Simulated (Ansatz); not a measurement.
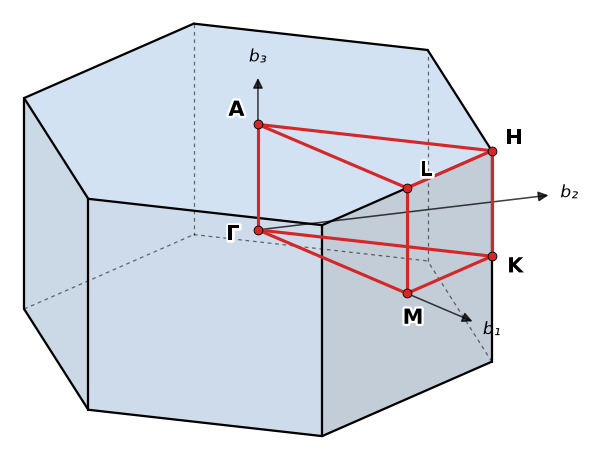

The figure shows the first Brillouin zone with its special points and a band path. Crystal: Ge, the end point of a relaxation with DFT, RPBE, plane waves (420 eV) with PAW, scalar-relativistic (Ansatz); the starting structure was generated, so it need not be a known form of this composition. Geometry calculated from the standardised cell; symmetry tolerance 0.002 Å.

Labels and path follow the convention of Hinuma et al. (2017), as computed by seekpath; the arrows show the directions of the reciprocal primitive vectors b₁, b₂, b₃.

Q: What lattice type do the shape and the labels point to?

A: A primitive hexagonal lattice (hP; extended symbol hP2). The zone is a hexagonal prism in its combinatorial type: 8 faces (6 with 4 edges, 2 with 6 edges), 18 edges, 12 vertices.

Q: In which order does the conventional band path visit the special points?

A: Γ–M–K–Γ–A–L–H–A | L–M | H–K
